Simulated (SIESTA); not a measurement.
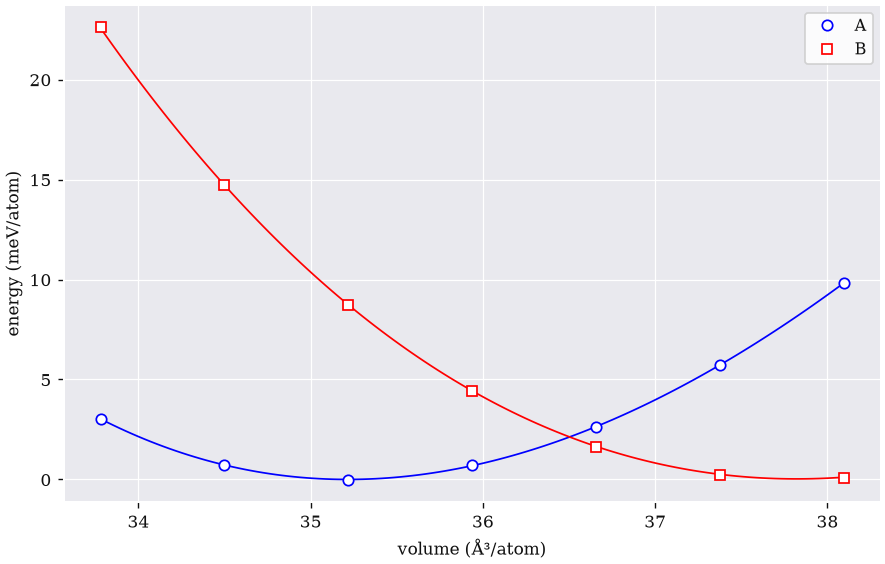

Plotted: energy against volume, with one curve for each functional, for KBr (space group Fm-3m). The labels are replaced by letters. In alphabetical order the cases are: PBE; PBEsol.

How it was computed, with SIESTA 5.4.2: DFT in numerical atomic orbitals with pseudopotentials, no spin polarisation; energies at scaled volumes of the given cell, shape and fractions fixed, counted from the fit's minimum, third-order Birch-Murnaghan fit. All runs: no spin polarisation.

k mesh 7×7×7; occupations Fermi–Dirac; smearing width 0.05 eV; potentials PseudoDojo 0.4 standard, converted to PSML, two zetas on semicore shells.

Question: Which letter stands for which functional?

Answer: A: PBEsol; B: PBE.

Note: mulliken charges of long orbitals.
